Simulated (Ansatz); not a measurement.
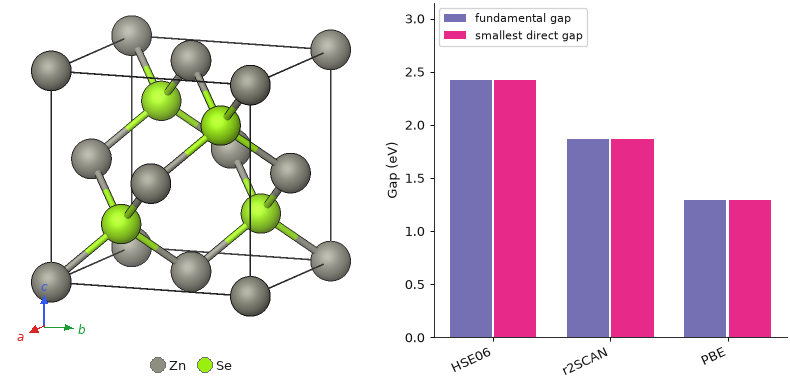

Gaps of ZnSe, space group F-43m (No. 216), 2 atoms in the cell, zincblende type, at several levels of theory on one cell (Ansatz, plane waves and PAW; edges over the mesh and the special points).

**How does the gap depend on the level, and does its kind change?**

In rising order: PBE 1.29 eV, r2SCAN 1.87 eV and HSE06 2.42 eV. It is direct at every level.
